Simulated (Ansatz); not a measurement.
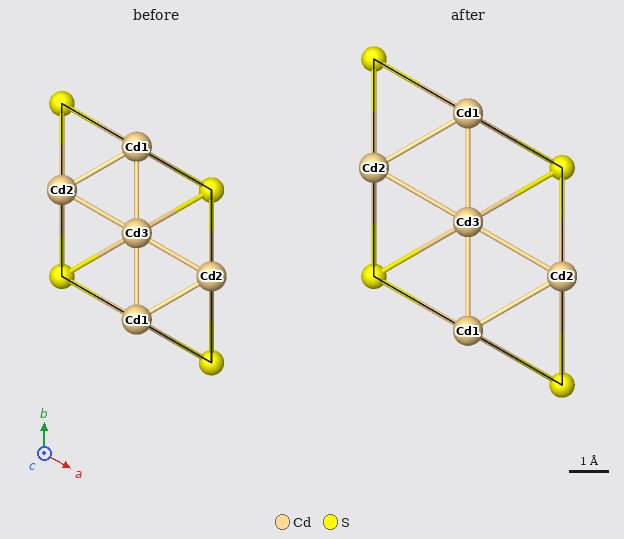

The structure of a crystal of Cd$_{3}$S$_{2}$ (a generated structure, set up in P6/mmm) (coarse preliminary run) before (left) and after (right) a relaxation, at one scale.

A ball-and-stick model of the cell of the calculation, seen along the c axis.

Computed with DFT PBE, scalar-relativistic, plane waves, PAW in Ansatz.

The input:
```yaml
crystal:
  lattice:
    - [4.46206887, 0.0, 0.0]
    - [-2.23103443, 3.86426499, 0.0]
    - [0.0, 0.0, 6.76265877]
  atoms:
    - { symbol: Cd, position: [0.5, 0.0, 0.0] }
    - { symbol: Cd, position: [0.0, 0.5, 0.0] }
    - { symbol: Cd, position: [0.5, 0.5, 0.0] }
    - { symbol: S, position: [0.0, 0.0, 0.1986515] }
    - { symbol: S, position: [0.0, 0.0, 0.8013485] }
basis:
  ecutwfc: 420
kpoints:
  mp_grid: { grid: [6, 6, 4] }
hamiltonian:
  xc: pbe
scf:
  occupations: { method: gaussian, width: 0.1 }
  lower_state_search: "off"
output:
  forces: true
  stress: true
  eigenvalues: true
relax:
  adjacent_minimum: "off"
  f_tol: 0.04
  max_steps: 70
  cell: { stress_tol: 0.4 }
```

Launched with:
```bash
ansatz run input.yaml --threads 1 --pin off --max-ram 2560MiB --backend cpu --events-out ev --progress --plain --runs-dir out
```

Summarise the run.

The largest moves relative to the cell, 0.53 Å, are those of S4 and S5. S4 goes along +c. Cd stays in place. The volume changes by +22.2 %, with a = b 4.462 → 5.613 Å (+25.8 %), c 6.763 → 5.222 Å (−22.8 %). Some distances before and after: S4–S5 4.076 → 2.097 Å, Cd1–S4 2.604 → 3.212 Å, Cd1–Cd2 2.231 → 2.806 Å, S4–S5 (another image) 2.687 → 3.125 Å. New bonds form: S4–S5 (4.08 → 2.10 Å). The space group stays P6/mmm (No. 191). After 14 accepted moves (17 points after the start) the energy has fallen by 11.623 eV per cell of the calculation. Largest force component: 4.7 eV/Å at the start, 0.02 eV/Å at the end. The pressure goes from 61.31 to 0.15 GPa. The line search rejected the trial step at point 10 of the run. The SCF was repeated twice at an unchanged geometry on a basis and grid sized afresh for the cell, which shifted the energy by 0.251 eV per cell of the calculation at most. The run took 82 s on 1 thread of Intel(R) Xeon(R) Platinum 8488C (Sapphire Rapids), on a shared host, peak memory 0.5 GiB.
